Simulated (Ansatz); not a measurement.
```xyz
6
Lattice="2.8221 0.0000 0.0000 0.0000 2.8221 0.0000 0.0000 0.0000 13.7303" Properties=species:S:1:pos:R:3 pbc="T T T"
Ti    0.0000    0.0000    9.1727
Ti    0.0000    0.0000    1.0192
Ti    0.0000    0.0000    5.0960
Al    1.4110    1.4110   11.2111
Al    1.4110    1.4110    3.0576
Al    1.4110    1.4110    7.1344
```

Space group P4mm; not relaxed (largest force 0.5 eV/Å); computed pressure about −4 GPa in this cell; computed without spin polarisation.

Level of theory: Ansatz, DFT PBE, scalar-relativistic, plane waves, PAW.

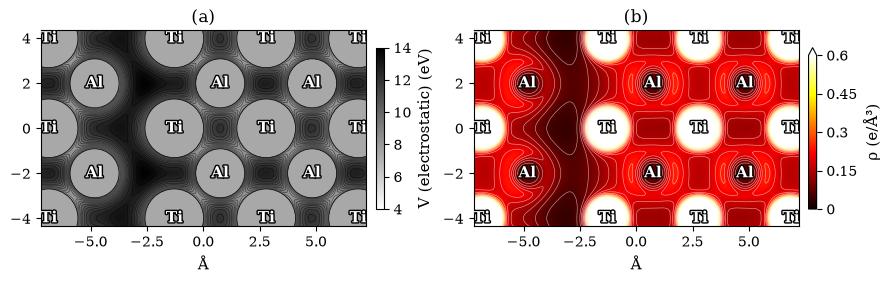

TiAl. (a) electrostatic potential energy of an electron; (b) valence charge density (pseudo) on the (110) plane of the conventional cell. Grey discs cover the atomic cores in the potential map.

In a PAW calculation such maps are meaningful between the atoms, not at the nuclei.

Question: What do the fields say about this system?

Answer: Atoms in the plane: Ti and Al.
Ti–Al (2.85 Å): ρ is about 0.2 e/Å³ halfway.
Between the atoms the lowest density in this plane is 0.04 e/Å³.
Outside the cores the potential energy rises away from the atoms and is highest about 2.2 Å from the nearest atoms; its zero is arbitrary.

Question: Does the calculation give a band gap?

Answer: It is gapless in this calculation (a metal or semimetal).
